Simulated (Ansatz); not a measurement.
**Run report: B16P17 (charge +1), geometry relaxation (part 3 of 3)**

B16P17 (defect cell, 33 atoms in the cell, total charge +1); DFT PBE, scalar-relativistic, plane waves, PAW, no spin polarisation (Ansatz 0.2.0); cutoff 420 eV, 2×2×2 k-mesh, Gaussian smearing of 0.01 eV. The structure derives from a Materials Project entry. It belongs to a series of runs on one base structure; here: P interstitial, charge +1, atoms relaxed at the host's cell.

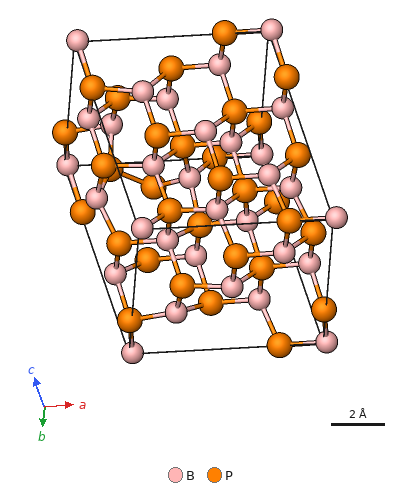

Fig. 1: The geometry at step 4 of the log (ball-and-stick view of the cell of the calculation, seen at an oblique angle).

**Trajectory as extended XYZ (Å, eV, eV/Å), 6 frames, from step=1 to step=6**
```
33
Lattice="-4.5482 -4.5482 -4.5482 -4.5482 4.5482 4.5482 4.5482 4.5482 -4.5482" Properties=species:S:1:pos:R:3:forces:R:3 step=1 energy=-15357.25620
B    -2.2651    0.0079   -2.2254   -0.3868  -0.1690  -0.2120
B    -0.0595    2.3094   -2.2686   -0.0048   0.0903  -0.0301
B     2.2802    4.5465   -2.3296   -0.0228   0.0151   0.0015
B    -2.5852    4.3744   -2.3888    0.9575   0.8527  -0.9235
B    -4.6437    0.1105   -0.0041   -0.1564   0.0725   0.1844
B    -2.2928    2.3098   -0.0762    0.0327   0.0938   0.0073
B     0.1977    4.4119    0.0627   -0.2314   0.4417   0.1317
B    -2.2686    2.3141   -4.5735   -0.0555  -0.0408  -0.0552
B    -0.1005    2.3197   -6.8488    0.2638  -0.1116  -0.5000
B    -0.0846   -0.0014   -4.5634   -0.0948  -0.0887   0.0949
B     1.9563    2.3989   -4.4794    0.0057   0.3946  -0.8193
B    -4.2923    2.4231    2.1345   -0.3138  -0.0053   0.1424
B    -6.8048    0.1102   -2.3403    0.0586   0.0294  -0.1010
B    -4.6076    2.2460   -2.3189   -0.0042  -0.0228  -0.1054
B    -0.0748   -0.0028   -0.1122    0.0359  -0.0369  -0.0218
B    -2.2933   -2.2935   -4.5699    0.0370  -0.1560  -0.0527
P    -1.1980   -1.1832   -3.3786    0.4133   0.4962  -0.2743
P     1.0146    1.1554   -3.4034   -0.0841  -0.2909   0.0782
P     3.3702    3.3759   -3.5038    0.1063   0.2227   0.2000
P    -1.1777    3.4640   -3.4133   -0.1042  -0.0770   0.0984
P    -3.6026   -0.9944   -1.1681    0.5980  -0.3001   0.5632
P    -1.1762    1.1680   -1.1722    0.1151   0.0811   0.1127
P     1.1900    3.3687   -1.1800   -0.0010   0.1175  -0.2897
P    -1.1767    1.1521   -5.7205   -0.0807  -0.1233   0.1041
P    -3.5385   -3.4068   -3.5488   -0.4780  -0.0452   0.4345
P    -3.5426    3.3689   -1.1648   -0.5253  -0.4066   0.6913
P    -0.2324    6.0041   -0.8352   -0.3462  -0.9469  -0.3554
P    -3.3669    1.1558    1.0588    0.0483  -0.1955  -0.0400
P    -1.1743    3.4642    1.0686   -0.1613  -0.0136   0.0088
P    -3.3489    1.1363   -3.3614    0.1782   0.0526   0.1366
P    -3.3216    3.5369    3.3418    0.1703   0.3177   0.0945
P    -5.7245    1.1837   -1.1721   -0.0365   0.0826   0.0010
P    -2.1122   -3.1402   -1.5277    0.0666  -0.3300   0.6947
33
Lattice="-4.5482 -4.5482 -4.5482 -4.5482 4.5482 4.5482 4.5482 4.5482 -4.5482" Properties=species:S:1:pos:R:3:forces:R:3 step=2 energy=-15357.40559
B    -2.2747    0.0041   -2.2315   -0.1474  -0.0809  -0.0874
B    -0.0574    2.3073   -2.2716   -0.0348   0.0713  -0.0188
B     2.2758    4.5551   -2.3267    0.0269  -0.0160  -0.0222
B    -2.5628    4.3801   -2.4093    0.4215   0.4399  -0.5116
B    -4.6502    0.1099    0.0008   -0.0315   0.0124   0.0770
B    -2.2973    2.3096   -0.0760    0.0199   0.0636   0.0126
B     0.1943    4.4017    0.0792   -0.1352   0.2817   0.0210
B    -2.2775    2.3111   -4.5848    0.0126  -0.0135   0.0125
B    -0.0867    2.3289   -6.8516    0.0955  -0.1829  -0.2476
B    -0.0773    0.0101   -4.5731   -0.0981  -0.1024   0.0959
B     1.9744    2.4065   -4.4774   -0.0018   0.2807  -0.5014
B    -4.3117    2.4202    2.1380   -0.2137   0.0869   0.1291
B    -6.8033    0.1145   -2.3394   -0.0078  -0.0348  -0.0864
B    -4.6066    2.2475   -2.3197   -0.0134   0.0306  -0.0642
B    -0.0739    0.0042   -0.1120    0.0041  -0.0524   0.0127
B    -2.2989   -2.2925   -4.5658    0.0724  -0.0621  -0.0674
P    -1.1875   -1.1589   -3.3975    0.1700   0.1629  -0.0941
P     1.0213    1.1558   -3.4064   -0.0534  -0.1339   0.1024
P     3.3789    3.3932   -3.4920    0.0104   0.0217   0.0661
P    -1.1763    3.4482   -3.4231   -0.0810   0.0837   0.0762
P    -3.5830   -1.0008   -1.1433    0.2822  -0.1127   0.1472
P    -1.1795    1.1686   -1.1747    0.0921   0.0740   0.0839
P     1.1864    3.3731   -1.1834    0.0592  -0.0344  -0.1223
P    -1.1737    1.1584   -5.7263   -0.0913  -0.0577   0.0935
P    -3.5497   -3.4039   -3.5341   -0.1343   0.0437   0.1583
P    -3.5419    3.3713   -1.1665   -0.2918  -0.2772   0.3926
P    -0.2397    5.9519   -0.8595    0.0823  -0.4478  -0.1773
P    -3.3744    1.1559    1.0601    0.0494  -0.1082  -0.0503
P    -1.1849    3.4592    1.0750    0.0247   0.0329   0.0076
P    -3.3492    1.1391   -3.3624    0.0349   0.0560   0.0834
P    -3.3279    3.5425    3.3382    0.0873   0.1324   0.1612
P    -5.7262    1.1896   -1.1692   -0.0261  -0.0335   0.0078
P    -2.1160   -3.1667   -1.4965   -0.1837  -0.1240   0.3101
33
Lattice="-4.5482 -4.5482 -4.5482 -4.5482 4.5482 4.5482 4.5482 4.5482 -4.5482" Properties=species:S:1:pos:R:3:forces:R:3 step=3 energy=-15357.49674
B    -2.2785    0.0087   -2.2327    0.0264  -0.0312  -0.0318
B    -0.0648    2.3243   -2.2566    0.0384  -0.0144   0.0176
B     2.2801    4.5574   -2.3252    0.0395   0.0053  -0.0269
B    -2.5776    4.4207   -2.4349   -0.0386  -0.0584  -0.1507
B    -4.6408    0.1141    0.0006   -0.0221  -0.0249   0.0669
B    -2.2813    2.3242   -0.0868   -0.0396  -0.0023  -0.0048
B     0.2214    4.4192    0.1017   -0.0576   0.0765   0.0415
B    -2.2733    2.3166   -4.5703    0.0859   0.0353   0.0274
B    -0.0762    2.3156   -6.8630   -0.0595   0.0513  -0.0574
B    -0.0830    0.0091   -4.5628   -0.0231  -0.0288   0.0317
B     1.9604    2.4292   -4.4565   -0.0661  -0.0684   0.1198
B    -4.3026    2.4319    2.1206   -0.0397  -0.1483  -0.0503
B    -6.8119    0.1048   -2.3347   -0.0027  -0.0367  -0.0709
B    -4.6124    2.2448   -2.3291    0.0465   0.0287  -0.0325
B    -0.0824   -0.0014   -0.1163   -0.0350   0.0052   0.0158
B    -2.2863   -2.3056   -4.5632   -0.0340   0.0340   0.0423
P    -1.1819   -1.1522   -3.3978    0.0352  -0.0423   0.0948
P     1.0041    1.1598   -3.3841   -0.0368   0.1136   0.0139
P     3.3772    3.3962   -3.4889   -0.0445  -0.0094  -0.0643
P    -1.1743    3.4729   -3.4100   -0.0665  -0.0183  -0.0119
P    -3.5729   -1.0014   -1.1434    0.0869  -0.1207  -0.0882
P    -1.1761    1.1748   -1.1740   -0.0090  -0.0394  -0.0103
P     1.2011    3.3680   -1.1739   -0.0740   0.0019  -0.0391
P    -1.1723    1.1607   -5.7176   -0.0680   0.0062   0.0085
P    -3.5647   -3.4049   -3.5449    0.0731  -0.0093   0.1032
P    -3.5516    3.3700   -1.1636    0.0764  -0.0202  -0.0202
P    -0.2385    5.8275   -1.0162   -0.0256   0.0950  -0.1587
P    -3.3521    1.1655    1.0426    0.0922   0.0717  -0.0225
P    -1.1759    3.4692    1.0749   -0.0103  -0.0357   0.0112
P    -3.3434    1.1499   -3.3603   -0.0271   0.0379  -0.0266
P    -3.3315    3.5294    3.3600    0.0073   0.0074   0.0782
P    -5.7240    1.1811   -1.1734   -0.0148   0.0311   0.0256
P    -2.1711   -3.1859   -1.4030    0.1867   0.1089   0.1694
33
Lattice="-4.5482 -4.5482 -4.5482 -4.5482 4.5482 4.5482 4.5482 4.5482 -4.5482" Properties=species:S:1:pos:R:3:forces:R:3 step=4 energy=-15357.50771
B    -2.2746    0.0002   -2.2354   -0.0033   0.0133   0.0139
B    -0.0716    2.3286   -2.2498   -0.0105  -0.0166   0.0362
B     2.2828    4.5554   -2.3303   -0.0039   0.0292   0.0272
B    -2.5820    4.4359   -2.4416    0.0470  -0.0615   0.0237
B    -4.6347    0.1076   -0.0052   -0.0111   0.0162  -0.0175
B    -2.2807    2.3295   -0.0970    0.0091  -0.0182  -0.0155
B     0.2234    4.4347    0.1011   -0.0372  -0.0389  -0.0270
B    -2.2688    2.3207   -4.5646    0.0165  -0.0160  -0.0241
B    -0.0851    2.3183   -6.8732   -0.0194  -0.0107   0.0103
B    -0.0878    0.0063   -4.5601   -0.0007   0.0244  -0.0224
B     1.9451    2.4306   -4.4377   -0.0195  -0.0052  -0.0045
B    -4.2939    2.4307    2.1003    0.0031  -0.0253   0.0017
B    -6.8169    0.1051   -2.3357    0.0078   0.0177   0.0070
B    -4.6133    2.2468   -2.3334    0.0191  -0.0165   0.0284
B    -0.0843   -0.0024   -0.1123    0.0164   0.0157  -0.0109
B    -2.2880   -2.3032   -4.5574   -0.0212  -0.0057  -0.0369
P    -1.1786   -1.1580   -3.3941    0.0060   0.0209  -0.0519
P     0.9894    1.1634   -3.3730    0.0001   0.0213   0.0157
P     3.3735    3.3921   -3.4937   -0.0170   0.0261   0.0369
P    -1.1753    3.4797   -3.4084   -0.0122  -0.0020   0.0048
P    -3.5688   -1.0181   -1.1566   -0.0140   0.0333   0.0538
P    -1.1778    1.1698   -1.1740    0.0003   0.0243  -0.0017
P     1.1970    3.3715   -1.1715    0.0100  -0.0174   0.0084
P    -1.1769    1.1615   -5.7182   -0.0061   0.0070  -0.0022
P    -3.5656   -3.4005   -3.5381    0.0014   0.0327   0.0080
P    -3.5506    3.3740   -1.1718   -0.0111  -0.0313   0.0092
P    -0.2153    5.8312   -1.0459   -0.0123  -0.0175   0.0511
P    -3.3404    1.1653    1.0283   -0.0031   0.0209  -0.0165
P    -1.1800    3.4771    1.0676    0.0123  -0.0028  -0.0061
P    -3.3403    1.1519   -3.3588   -0.0066   0.0203  -0.0035
P    -3.3336    3.5270    3.3639    0.0114   0.0260  -0.0244
P    -5.7250    1.1835   -1.1721   -0.0005  -0.0323   0.0052
P    -2.1582   -3.2218   -1.3340    0.0494  -0.0310  -0.0765
33
Lattice="-4.5482 -4.5482 -4.5482 -4.5482 4.5482 4.5482 4.5482 4.5482 -4.5482" Properties=species:S:1:pos:R:3:forces:R:3 step=5 energy=-15357.50958
B    -2.2751    0.0008   -2.2351    0.0042   0.0067  -0.0001
B    -0.0706    2.3248   -2.2514   -0.0034  -0.0054   0.0024
B     2.2794    4.5563   -2.3289    0.0012  -0.0010   0.0000
B    -2.5720    4.4252   -2.4387   -0.0261   0.0226  -0.0404
B    -4.6379    0.1079   -0.0037    0.0034   0.0004   0.0033
B    -2.2835    2.3249   -0.0939    0.0048  -0.0038  -0.0027
B     0.2157    4.4261    0.0963    0.0236   0.0168   0.0362
B    -2.2690    2.3187   -4.5694   -0.0141  -0.0017  -0.0057
B    -0.0863    2.3183   -6.8705    0.0140  -0.0016   0.0099
B    -0.0862    0.0077   -4.5633    0.0002   0.0012   0.0004
B     1.9466    2.4256   -4.4490   -0.0026  -0.0097   0.0151
B    -4.2990    2.4264    2.1054    0.0113  -0.0096  -0.0145
B    -6.8146    0.1071   -2.3395   -0.0023   0.0007  -0.0044
B    -4.6125    2.2467   -2.3307    0.0053  -0.0003  -0.0131
B    -0.0814    0.0002   -0.1102   -0.0051   0.0040   0.0019
B    -2.2907   -2.3018   -4.5612   -0.0042  -0.0032   0.0080
P    -1.1788   -1.1559   -3.3983   -0.0033  -0.0021   0.0011
P     0.9923    1.1638   -3.3782   -0.0042   0.0014  -0.0004
P     3.3719    3.3931   -3.4929    0.0034  -0.0050  -0.0060
P    -1.1748    3.4731   -3.4115    0.0078  -0.0059   0.0017
P    -3.5709   -1.0150   -1.1535   -0.0073  -0.0026  -0.0140
P    -1.1775    1.1695   -1.1730    0.0005   0.0042   0.0001
P     1.1939    3.3707   -1.1746   -0.0029   0.0065  -0.0025
P    -1.1777    1.1603   -5.7198    0.0014   0.0001  -0.0022
P    -3.5614   -3.3997   -3.5337   -0.0068  -0.0238  -0.0167
P    -3.5487    3.3713   -1.1694   -0.0018   0.0039   0.0116
P    -0.2133    5.8628   -1.0023    0.0068   0.0150  -0.0435
P    -3.3456    1.1639    1.0326   -0.0027   0.0100   0.0057
P    -1.1811    3.4727    1.0683   -0.0026  -0.0065  -0.0055
P    -3.3429    1.1500   -3.3596    0.0042  -0.0224   0.0066
P    -3.3323    3.5320    3.3593    0.0028  -0.0048   0.0085
P    -5.7259    1.1825   -1.1722   -0.0001  -0.0001   0.0020
P    -2.1472   -3.2156   -1.3598   -0.0055   0.0158   0.0573
33
Lattice="-4.5482 -4.5482 -4.5482 -4.5482 4.5482 4.5482 4.5482 4.5482 -4.5482" Properties=species:S:1:pos:R:3:forces:R:3 step=6 energy=-15357.51049
B    -2.2742    0.0003   -2.2346    0.0022  -0.0027   0.0029
B    -0.0720    2.3261   -2.2494   -0.0038   0.0029   0.0006
B     2.2799    4.5567   -2.3294    0.0008   0.0011   0.0029
B    -2.5757    4.4291   -2.4415    0.0064  -0.0033   0.0034
B    -4.6367    0.1076   -0.0045   -0.0025   0.0032   0.0006
B    -2.2824    2.3263   -0.0958    0.0038   0.0028  -0.0012
B     0.2192    4.4293    0.0986   -0.0022  -0.0066  -0.0037
B    -2.2697    2.3190   -4.5687    0.0012  -0.0042  -0.0032
B    -0.0854    2.3185   -6.8716   -0.0025  -0.0029   0.0026
B    -0.0869    0.0085   -4.5630   -0.0005   0.0012  -0.0034
B     1.9444    2.4275   -4.4444    0.0037  -0.0019  -0.0009
B    -4.2975    2.4282    2.1009   -0.0021  -0.0022  -0.0026
B    -6.8154    0.1069   -2.3392    0.0022   0.0032  -0.0005
B    -4.6124    2.2461   -2.3316   -0.0012  -0.0032  -0.0008
B    -0.0823   -0.0003   -0.1108   -0.0016  -0.0050  -0.0024
B    -2.2906   -2.3025   -4.5609    0.0000  -0.0038  -0.0003
P    -1.1788   -1.1558   -3.3989   -0.0044  -0.0004  -0.0047
P     0.9899    1.1648   -3.3754    0.0027  -0.0075   0.0006
P     3.3719    3.3927   -3.4930    0.0024   0.0032   0.0061
P    -1.1751    3.4747   -3.4107   -0.0005   0.0003  -0.0010
P    -3.5702   -1.0164   -1.1542   -0.0028   0.0018  -0.0058
P    -1.1776    1.1696   -1.1729   -0.0009   0.0036  -0.0002
P     1.1944    3.3714   -1.1734    0.0048   0.0006  -0.0029
P    -1.1778    1.1613   -5.7201    0.0019   0.0016  -0.0003
P    -3.5628   -3.4002   -3.5353    0.0007   0.0158   0.0022
P    -3.5495    3.3720   -1.1706   -0.0026  -0.0004   0.0050
P    -0.2102    5.8566   -1.0151   -0.0087  -0.0003   0.0048
P    -3.3439    1.1652    1.0302   -0.0029  -0.0064  -0.0006
P    -1.1805    3.4741    1.0671   -0.0008   0.0006   0.0011
P    -3.3415    1.1493   -3.3585   -0.0002   0.0141  -0.0024
P    -3.3332    3.5309    3.3594    0.0025   0.0020   0.0053
P    -5.7257    1.1822   -1.1724   -0.0013  -0.0031   0.0006
P    -2.1485   -3.2250   -1.3429    0.0061  -0.0044  -0.0018
```

**Key numbers**

- outcome: converged
- electrons treated: 132
- free energy: −15357.5105 eV
- Fermi energy: 9.785 eV
- gap on the k-point mesh: none (metallic)
- final volume: 376.34 Å³
- largest force (length of the vector) at the end: 0.016 eV/Å
- hardware: 4 threads of Intel Xeon (Granite Rapids), 32 GiB of memory available, shared host
- wall time: 18 s (CPU time 68 s)
- peak memory: 1.1 GiB

**Notes**

The cell is charged and computed with a neutralising background, so its energy and pressure depend on the cell and aren't those of a real crystal. The k-point mesh is coarse for a cell of this size, so the results may not be converged.
